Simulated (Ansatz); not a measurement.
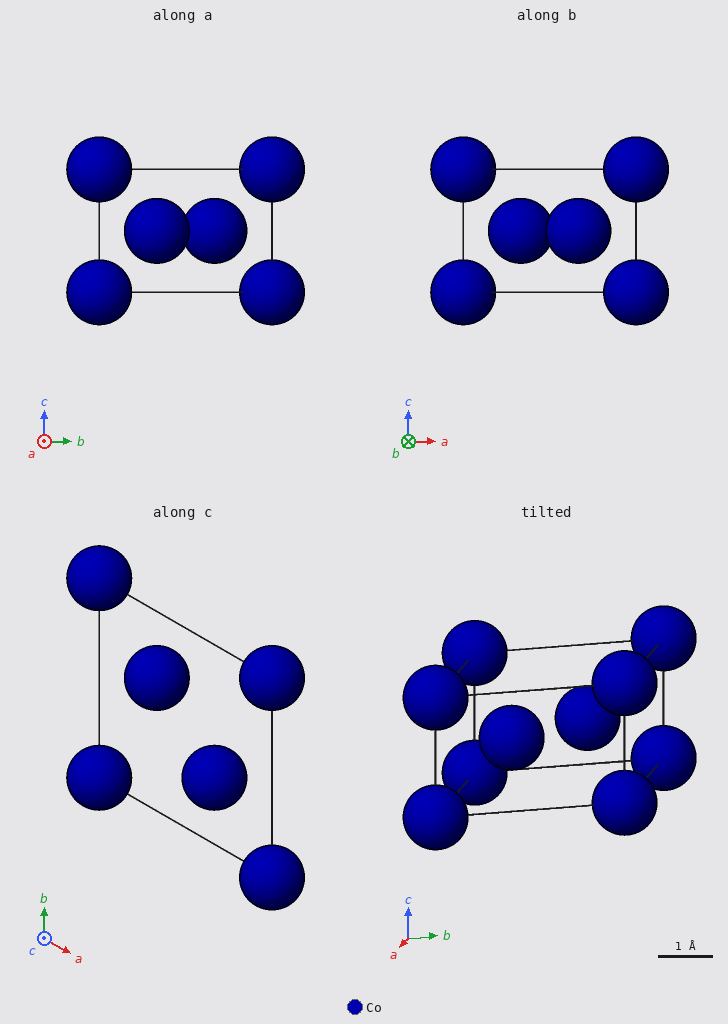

The structure above is drawn in spheres-only style and viewed along the a axis, along the b axis, along the c axis and slightly off an axis. The lines enclose the conventional unit cell; boundary atoms appear with their images.

Lattice parameters: a = 3.7395 Å, b = 3.7395 Å, c = 2.3038 Å, α = 90.000°, β = 90.000°, γ = 120.000°.

> Give the atomic positions as a CIF with its space group and independent sites.

```cif
data_structure
_symmetry_space_group_name_H-M 'P 6/m m m'
_symmetry_Int_Tables_number 191
_cell_length_a 3.7395
_cell_length_b 3.7395
_cell_length_c 2.3038
_cell_angle_alpha 90.000
_cell_angle_beta 90.000
_cell_angle_gamma 120.000
_cell_volume 27.90
loop_
_atom_site_label
_atom_site_type_symbol
_atom_site_symmetry_multiplicity
_atom_site_Wyckoff_symbol
_atom_site_fract_x
_atom_site_fract_y
_atom_site_fract_z
_atom_site_occupancy
Co1 Co 1 a 0.0000 0.0000 0.0000 1
Co2 Co 2 d 0.3333 0.6667 0.5000 1
```

The cell started as a structure type filled with this element by a generator (whether the element takes this form wasn't checked). Earlier steps of the study may have refined or changed the cell and positions. It went into a calculation with Ansatz.

At this level of theory the cell isn't at rest (compressed, at 40 GPa), so its distances can differ from those at equilibrium, the more so the softer the solid.
